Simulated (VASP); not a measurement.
Consider Ir.

```cif
data_structure
_symmetry_space_group_name_H-M 'P 1'
_symmetry_Int_Tables_number 1
_cell_length_a 3.1252
_cell_length_b 3.1252
_cell_length_c 3.1252
_cell_angle_alpha 90.000
_cell_angle_beta 90.000
_cell_angle_gamma 90.000
_cell_volume 30.52
loop_
_atom_site_label
_atom_site_type_symbol
_atom_site_fract_x
_atom_site_fract_y
_atom_site_fract_z
_atom_site_occupancy
Ir1 Ir 0.00000 0.00000 0.00000 1
Ir2 Ir 0.50000 0.50000 0.50000 1
```

Space group Im-3m; a generated structure, not necessarily the stable one.

Theory: Kohn-Sham DFT of a periodic cell, RPBE, VASP PAW PBE potentials, recommended in VASP 6.6.1.

Q: Predict the valence pseudo-density and electron localisation function between the atoms.

A: Ir–Ir (2.71 Å): the density is about 0.42 e/Å³ at the midpoint; the ELF is about 0.40 at the midpoint.

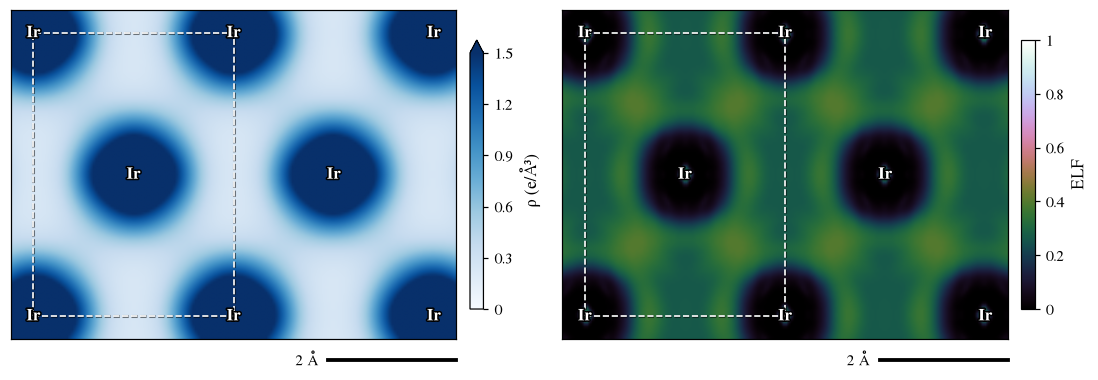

Computed valence pseudo-density and electron localisation function on the (110) plane of the conventional cell, in this order. 

Core electrons are frozen (PAW), and the valence fields are smoothed inside the atomic spheres.
